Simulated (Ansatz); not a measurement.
## Al$_{5}$Cu: a changed input and its effect

System: Al$_{5}$Cu (6 atoms in the cell).
Method of run A: DFT PBE, scalar-relativistic, plane waves, PAW, no spin polarisation (Ansatz 0.2.0).

The structure was made by a generator, so it may or may not be a known phase. Text and figures count atoms from 1; the logs count them from 0 in places.

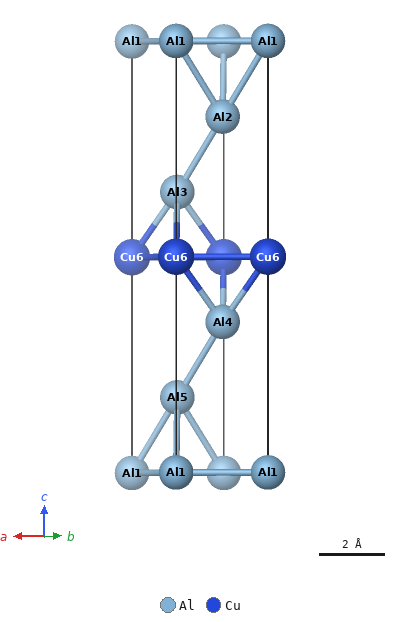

Fig. 1: The structure as given in the input (ball-and-stick view of the cell of the calculation, seen at an oblique angle; atoms are numbered from 1 in the order of the input). An atom can appear more than once, as a periodic image. Near neighbours in the periodic cell (some may lie outside the picture): Al has 12 Al at 2.84 to 2.86 Å; Al has 9 Al at 2.84 to 2.85 Å and 3 Cu at 2.60 Å; Cu has 6 Al at 2.60 Å and 6 Cu at 2.84 Å.

### Input, run A
```yaml
crystal:
  lattice:
    - [2.8445970699, -2.89e-08, 0.0]
    - [-1.42229851, 2.4634933405, 0.0]
    - [0.0, 0.0, 13.3656923]
  atoms:
    - { symbol: Al, position: [0.0, 0.0, 0.0] }
    - { symbol: Al, position: [0.3333333333, 0.6666666667, 0.825147] }
    - { symbol: Al, position: [0.6666666667, 0.3333333333, 0.650792] }
    - { symbol: Al, position: [0.3333333333, 0.6666666667, 0.349208] }
    - { symbol: Al, position: [0.6666666667, 0.3333333333, 0.174853] }
    - { symbol: Cu, position: [0.0, 0.0, 0.5] }
basis:
  ecutwfc: 420
kpoints:
  mp_grid: { grid: [18, 18, 4] }
  band_path:
    path:
      - [[0.0, 0.0, 0.0], [0.5, 0.0, 0.0], [0.33333333, 0.33333333, 0.0], [0.0, 0.0, 0.0], [0.0, 0.0, 0.5], [0.5, 0.0, 0.5], [0.33333333, 0.33333333, 0.5], [0.0, 0.0, 0.5]]
      - [[0.5, 0.0, 0.5], [0.5, 0.0, 0.0]]
      - [[0.33333333, 0.33333333, 0.5], [0.33333333, 0.33333333, 0.0]]
    npoints: 14
hamiltonian:
  xc: pbe
scf:
  occupations: { method: gaussian, width: 0.1 }
  n_extra_bands: 15
output:
  forces: true
  stress: true
  eigenvalues: true
  populations: true
  dos: { projected: true, de: 0.02, nscf_kmesh: { grid: [22, 22, 5] } }
  bader: true
  write_density: true
  write_potential: true
  elf: true
  volumetric_format: npy
```

Launched with:
```bash
ansatz run input.yaml --threads 4 --pin off --max-ram 8192MiB --backend cpu --events-out ev --progress --plain --runs-dir out
```

Hardware: 4 threads of Arm Neoverse V2, 240 GiB of memory available, shared host.

### Output, shortened to warnings, some set-up lines, iterations and results (run A)
```
Basis set: ecut = 420 eV, 1857 PW (Γ), exchange–correlation on 40×40×180 points (8 copies of the dense FFT grid, shifted against one another)
Symmetry: 12 space group operations
k-points: 138 of 1296
Initial density: superposition of atomic densities (neutral atoms: chi_scale 0, normalization atom), corrected by the library's trained network
[...]
SCF iter   1: F=—  HF=-9312.911282 eV  |F-HF|=—  |Δ(HF+E_count)|=         —  Δρ=2.13e-3  dr2=4.81e-2  ethr=1.77e-3  ⟨swp⟩=6.8  Hψ=24368  notcnv=0  defer=339
SCF iter   2: F=—  HF=-9312.911584 eV  |F-HF|=—  |Δ(HF+E_count)|=   3.02e-4  Δρ=2.86e-3  dr2=5.12e-2  ethr=1.41e-4  ⟨swp⟩=1.0  Hψ=5520  notcnv=0  defer=391
SCF iter   3: F=—  HF=-9312.910576 eV  |F-HF|=—  |Δ(HF+E_count)|=   1.01e-3  Δρ=1.52e-3  dr2=2.57e-2  ethr=1.41e-4  ⟨swp⟩=1.2  Hψ=3320  notcnv=0  defer=391
SCF iter   4: F=—  HF=-9312.909098 eV  |F-HF|=—  |Δ(HF+E_count)|=   1.48e-3  Δρ=1.10e-3  dr2=7.75e-4  ethr=7.57e-5  ⟨swp⟩=1.1  Hψ=3298  notcnv=0  defer=391
SCF iter   5: F=—  HF=-9312.909014 eV  |F-HF|=—  |Δ(HF+E_count)|=   8.42e-5  Δρ=1.45e-4  dr2=1.86e-5  ethr=2.28e-6  ⟨swp⟩=2.1  Hψ=4067  notcnv=0  defer=391
SCF iter   6: F=—  HF=-9312.909015 eV  |F-HF|=—  |Δ(HF+E_count)|=   6.01e-7  Δρ=6.73e-5  dr2=6.68e-6  ethr=5.46e-8  ⟨swp⟩=1.7  Hψ=4390  notcnv=0  defer=400
SCF iter   7: F=—  HF=-9312.909014 eV  |F-HF|=—  |Δ(HF+E_count)|=   7.71e-7  Δρ=1.88e-5  dr2=2.18e-7  ethr=1.96e-8  ⟨swp⟩=2.0  Hψ=4516  notcnv=0  defer=400
SCF iter   8: F=-9312.909014 eV  HF=-9312.909014 eV  |F-HF|=6.22e-10  |Δ(HF+E_count)|=   5.85e-9  Δρ=2.71e-6  dr2=3.23e-9  ethr=2.94e-10  ⟨swp⟩=13.4  Hψ=28401  notcnv=0
SCF 1 converged in 8 iterations: F = -9312.909014 eV  dr2 = 3.23e-9
NSCF: frozen V_eff on 129 k-points
NSCF: frozen V_eff on 236 k-points
SCF converged after 8 iterations
Free energy (F): -9312.909014 eV
Harris-Foulkes:  -9312.909014 eV  (|F-HF|=6.22e-10)
Internal energy: -9312.895700 eV  (E = F + TS)
E sigma→0 (E₀):  -9312.902357 eV
Entropy (-TS):   -0.013314 eV (-2.219 meV/atom)
Fermi energy:    9.156512 eV
--- Per-component energies (eV) ---
  E_band       = -445.365632
  E_kinetic    = 414.354904
  E_local      = -11052.912632  (includes V_loc(G=0)·N_el)
  E_nonlocal   = 440.258704
  E_hartree    = 5241.417150
  E_xc         = -288.561063
  E_vxc        = -260.800087  (∫ρ·V_xc dr)
  E_paw        = -3999.016186  (= ΣΔE_a)
  E_vpaw       = -469.099288  (= ΣTr[D̂ρ^β])
  E_aug_tail   = 0.000254  (compensation charges beyond the density's cutoff)
  E_ewald      = -68.436830
  E_smearing   = -0.013314  (= −TS)
  E_closure    = 0.000000  (closes the sum)
  Σ components = -9312.909014   (vs F -9312.909014, Δ=0.00e0)
--- Forces (eV/Å), atoms counted from 1 ---
  atom   1  Al     0.00000000    -0.00000000     0.00000000
  atom   2  Al    -0.00000000    -0.00000000    -0.00004430
  atom   3  Al    -0.00000000     0.00000000     0.00153005
  atom   4  Al    -0.00000000    -0.00000000    -0.00153005
  atom   5  Al     0.00000000     0.00000000     0.00004430
  atom   6  Cu    -0.00000000    -0.00000000     0.00000000
  max |Σ_I F_I| component: 9.25e-18 eV/Å
--- Stress (GPa, compression-positive) ---
        0.034014      -0.000000       0.000000
       -0.000000       0.034014       0.000000
        0.000000       0.000000       0.008413
  P = ⅓ Tr σ = 0.0255 GPa (0.255 kbar)
--- Löwdin populations: 6 sites ---
  site symbol       q [e]
     0     Al      2.9505
     1     Al      2.9649
     2     Al      3.2009
     3     Al      3.2009
     4     Al      2.9649
     5     Cu     18.4004
  spilling = 0.009339 (of n_electrons = 34.000000)
--- Bader charges: 6 sites ---
  site symbol  charge [e]  shift [e]
     0     Al      0.0276     0.0000
     1     Al     -0.0337     0.0000
     2     Al      0.4646     0.0008
     3     Al      0.4646     0.0008
     4     Al     -0.0337     0.0000
     5     Cu     -0.8893     0.0017
  estimated error of the sums over rays = 2.1e-4 e
```

For run B the input was changed thus:
```diff
-  ecutwfc: 420
+  ecutwfc: 500
-  xc: pbe
+  xc: r2scan
-  write_density: true
-  write_potential: true
-  elf: true
-  volumetric_format: npy
```

How does run B compare with run A?

The total energies belong to different methods, so their difference says nothing on which is more stable or more accurate. The pressure goes from 0.03 to −3.11 GPa. The largest force goes from 0.002 to 0.038 eV/Å. The functional changes from PBE to r2SCAN. The SCF takes 11 iterations against 8. The plane waves at Γ go from 1857 to 2353. On the same kind of shared host run B took about 1.8 times as long.

### Output, shortened to warnings, some set-up lines, iterations and results (run B)
```
Basis set: ecut = 500 eV, 2353 PW (Γ), exchange–correlation on 96×96×400 points (64 copies of the dense FFT grid, shifted against one another)
Symmetry: 12 space group operations
k-points: 138 of 1296
Initial density: superposition of atomic densities (neutral atoms: chi_scale 0, normalization atom), corrected by the library's trained network
[...]
SCF iter   1: F=—  HF=-9333.469161 eV  |F-HF|=—  |Δ(HF+E_count)|=         —  Δρ=2.02e-2  dr2=5.94e-1  dr2_τ=2.28e-2  ethr=1.77e-3  ⟨swp⟩=6.7  Hψ=24593  notcnv=0  defer=307
SCF iter   2: F=—  HF=-9333.514175 eV  |F-HF|=—  |Δ(HF+E_count)|=   4.50e-2  Δρ=1.88e-2  dr2=1.87e-1  dr2_τ=1.51e-3  ethr=1.75e-3  ⟨swp⟩=2.0  Hψ=7591  notcnv=0  defer=1135
SCF iter   3: F=—  HF=-9333.513064 eV  |F-HF|=—  |Δ(HF+E_count)|=   1.11e-3  Δρ=9.24e-3  dr2=9.84e-1  dr2_τ=9.04e-4  ethr=5.51e-4  ⟨swp⟩=2.1  Hψ=5655  notcnv=0  defer=1133  …
SCF iter   4: F=—  HF=-9333.466822 eV  |F-HF|=—  |Δ(HF+E_count)|=   4.62e-2  Δρ=2.65e-3  dr2=3.47e-2  dr2_τ=3.54e-5  ethr=5.51e-4  ⟨swp⟩=1.6  Hψ=4650  notcnv=0  defer=1131
SCF iter   5: F=—  HF=-9333.462638 eV  |F-HF|=—  |Δ(HF+E_count)|=   4.18e-3  Δρ=9.52e-4  dr2=1.70e-3  dr2_τ=2.03e-5  ethr=1.02e-4  ⟨swp⟩=1.3  Hψ=4779  notcnv=0  defer=1127
SCF iter   6: F=—  HF=-9333.462533 eV  |F-HF|=—  |Δ(HF+E_count)|=   1.05e-4  Δρ=5.86e-4  dr2=5.35e-4  dr2_τ=1.34e-6  ethr=5.00e-6  ⟨swp⟩=2.3  Hψ=4241  notcnv=0  defer=1127
SCF iter   7: F=—  HF=-9333.462621 eV  |F-HF|=—  |Δ(HF+E_count)|=   8.75e-5  Δρ=3.59e-4  dr2=3.00e-4  dr2_τ=1.65e-6  ethr=1.57e-6  ⟨swp⟩=2.4  Hψ=4724  notcnv=0  defer=1127
SCF iter   8: F=—  HF=-9333.462600 eV  |F-HF|=—  |Δ(HF+E_count)|=   2.03e-5  Δρ=7.70e-5  dr2=9.27e-6  dr2_τ=3.25e-8  ethr=8.83e-7  ⟨swp⟩=1.0  Hψ=3311  notcnv=0  defer=1127
SCF iter   9: F=—  HF=-9333.462606 eV  |F-HF|=—  |Δ(HF+E_count)|=   5.37e-6  Δρ=5.54e-5  dr2=7.52e-6  dr2_τ=1.06e-8  ethr=2.73e-8  ⟨swp⟩=2.4  Hψ=4804  notcnv=0  defer=1127
SCF iter  10: F=—  HF=-9333.462605 eV  |F-HF|=—  |Δ(HF+E_count)|=   3.38e-7  Δρ=9.68e-6  dr2=1.25e-7  dr2_τ=5.99e-10  ethr=2.21e-8  ⟨swp⟩=1.0  Hψ=3283  notcnv=0  defer=1127
SCF iter  11: F=-9333.462605 eV  HF=-9333.462605 eV  |F-HF|=7.81e-9  |Δ(HF+E_count)|=   2.68e-8  Δρ=2.58e-6  dr2=9.90e-9  dr2_τ=2.66e-11  ethr=2.94e-10  ⟨swp⟩=10.5  Hψ=22724  …
SCF 1 converged in 11 iterations: F = -9333.462605 eV  dr2 = 9.90e-9
NSCF: frozen V_eff on 129 k-points
NSCF: frozen V_eff on 236 k-points
SCF converged after 11 iterations
Free energy (F): -9333.462605 eV
Harris-Foulkes:  -9333.462605 eV  (|F-HF|=7.81e-9)
Internal energy: -9333.450056 eV  (E = F + TS)
E sigma→0 (E₀):  -9333.456331 eV
Entropy (-TS):   -0.012549 eV (-2.092 meV/atom)
Fermi energy:    9.148716 eV
--- Per-component energies (eV) ---
  E_band       = -473.670540
  E_kinetic    = 414.901547
  E_local      = -11063.874806  (includes V_loc(G=0)·N_el)
  E_nonlocal   = 441.942444
  E_hartree    = 5252.772020
  E_xc         = -267.312895
  E_vxc        = -280.690037  (∫ρ·V_xc dr)
  E_paw        = -4042.840026  (= ΣΔE_a)
  E_vpaw       = -506.817991  (= ΣTr[D̂ρ^β])
  E_aug_tail   = 0.000139  (compensation charges beyond the density's cutoff)
  E_vtau       = 15.310241  (kinetic-family band-sum trace: ∫τ·v_τ [+ j·A + Jᵃ·Aᵃ] dr)
  E_ewald      = -68.436830
  E_core_change = -0.601648  (= ΣΔE_core)
  E_smearing   = -0.012549  (= −TS)
  E_closure    = -0.000000  (closes the sum)
  Σ components = -9333.462605   (vs F -9333.462605, Δ=0.00e0)
--- Forces (eV/Å), atoms counted from 1 ---
  atom   1  Al    -0.00000000     0.00000000     0.00000000
  atom   2  Al     0.00000000     0.00000000     0.01372060
  atom   3  Al    -0.00000000     0.00000000    -0.03816107
  atom   4  Al     0.00000000    -0.00000000     0.03816107
  atom   5  Al     0.00000000    -0.00000000    -0.01372060
  atom   6  Cu     0.00000000    -0.00000000     0.00000000
  max |Σ_I F_I| component: 3.47e-18 eV/Å
--- Stress (GPa, compression-positive) ---
       -3.197865      -0.000000       0.000000
       -0.000000      -3.197865       0.000000
        0.000000       0.000000      -2.940543
  P = ⅓ Tr σ = -3.1121 GPa (-31.121 kbar)
--- Löwdin populations: 6 sites ---
  site symbol       q [e]
     0     Al      2.9428
     1     Al      2.9589
     2     Al      3.1969
     3     Al      3.1969
     4     Al      2.9589
     5     Cu     18.3948
  spilling = 0.010320 (of n_electrons = 34.000000)
--- Bader charges: 6 sites ---
  site symbol  charge [e]  shift [e]
     0     Al      0.0376     0.0000
     1     Al     -0.0447     0.0000
     2     Al      0.5245     0.0009
     3     Al      0.5245     0.0009
     4     Al     -0.0447     0.0000
     5     Cu     -0.9973     0.0019
  estimated error of the sums over rays = 4.0e-4 e
```

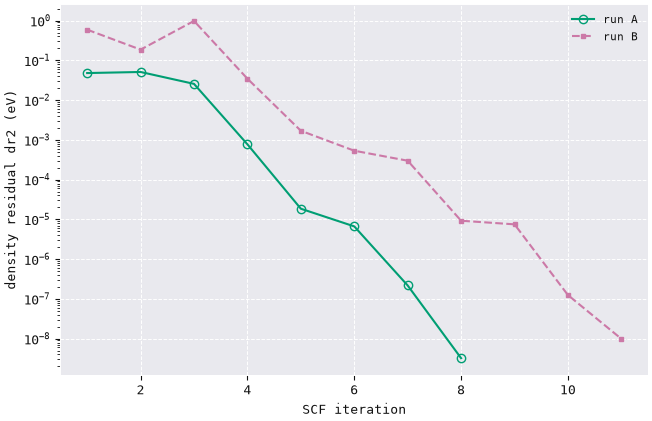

Fig. 2: Convergence of the two runs: density residual dr2 against the SCF iteration. Run A takes 8 iterations in all, and run B takes 11.

### The two runs side by side

| quantity | run A | run B |
| --- | --- | --- |
| outcome | converged | converged |
| free energy per atom (eV) | −1552.1515 | −1555.5771 |
| energy per atom, smearing taken to zero (eV) | −1552.1504 | −1555.5761 |
| gap on the mesh (eV) | 0.00 | 0.00 |
| pressure (GPa) | 0.03 | −3.11 |
| largest force (eV/Å) | 0.002 | 0.038 |
| SCF iterations | 8 | 11 |
| irreducible k-points | 138 | 138 |
| plane waves at Γ | 1857 | 2353 |
| wall time (shared host) | 23 s | 39 s |
